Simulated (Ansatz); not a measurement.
System: Zr$_{3}$SiO$_{8}$.

Input file:

```
crystal:
  lattice:
    - [6.1127082401, 0.0, 0.0]
    - [0.0, 6.1127082401, 0.0]
    - [0.0, 0.0, 8.7322477439]
  atoms:
    - { symbol: Zr, position: [0.5, 0.0, 0.2778983734] }
    - { symbol: Zr, position: [0.0, 0.5, 0.7221016266] }
    - { symbol: Zr, position: [0.5, 0.5, 0.0] }
    - { symbol: Si, position: [0.0, 0.0, 0.5] }
    - { symbol: O, position: [0.0, 0.7766374607, 0.6046498115] }
    - { symbol: O, position: [0.5, 0.2478812356, 0.1381697641] }
    - { symbol: O, position: [0.0, 0.2233625393, 0.6046498115] }
    - { symbol: O, position: [0.5, 0.7521187644, 0.1381697641] }
    - { symbol: O, position: [0.2233625393, 0.0, 0.3953501885] }
    - { symbol: O, position: [0.7521187644, 0.5, 0.8618302359] }
    - { symbol: O, position: [0.7766374607, 0.0, 0.3953501885] }
    - { symbol: O, position: [0.2478812356, 0.5, 0.8618302359] }
basis:
  ecutwfc: 420
kpoints:
  mp_grid: { grid: [4, 4, 4] }
  band_path:
    path:
      - [[0.0, 0.0, 0.0], [0.0, 0.5, 0.0], [0.5, 0.5, 0.0], [0.0, 0.0, 0.0], [0.0, 0.0, 0.5], [0.0, 0.5, 0.5], [0.5, 0.5, 0.5], [0.0, 0.0, 0.5]]
      - [[0.0, 0.5, 0.0], [0.0, 0.5, 0.5]]
      - [[0.5, 0.5, 0.0], [0.5, 0.5, 0.5]]
    npoints: 10
hamiltonian:
  xc: pbe
scf:
  occupations: { method: gaussian, width: 0.02 }
  n_extra_bands: 30
output:
  forces: true
  stress: true
  eigenvalues: true
  populations: true
  dos: { projected: true, de: 0.02, nscf_kmesh: { grid: [6, 6, 6] } }
  bader: false
  write_density: true
  write_potential: true
  elf: true
  volumetric_format: npy
```

Run with:

```sh
ansatz run input.yaml --threads 1 --pin off --max-ram 2560MiB --backend cpu --events-out ev --progress --plain --runs-dir out
```

Below, planes, directions and counts refer to the conventional cell (a = 6.11 Å, b = 6.11 Å, c = 8.73 Å, α = 90.00°, β = 90.00°, γ = 90.00°).

Space group P-4m2; a structure generated by program, which may or may not match a known phase.

All numbers below come from DFT PBE, scalar-relativistic, plane waves, PAW in Ansatz.

### Predict the valence pseudo-density and electron localisation function between the atoms.

Si–O (1.64 Å): ρ is about 1.2 e/Å³ halfway; the ELF peaks at about 0.85 between the atoms: a shared but strongly polarised pair.

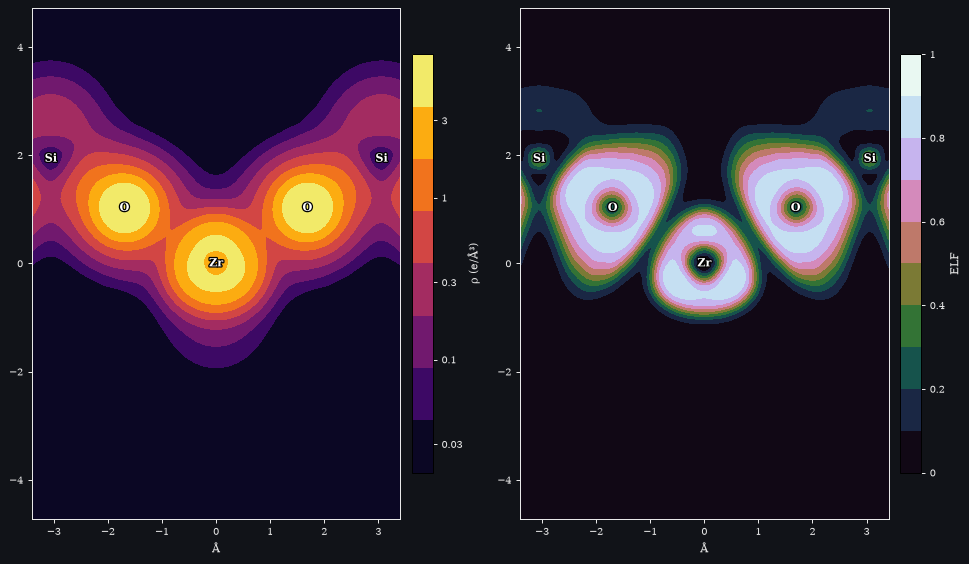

Computed valence pseudo-density and electron localisation function on the (010) plane of the conventional cell, in this order. 

The density is the valence pseudo-density of a PAW calculation; it isn't the true density close to the nuclei.
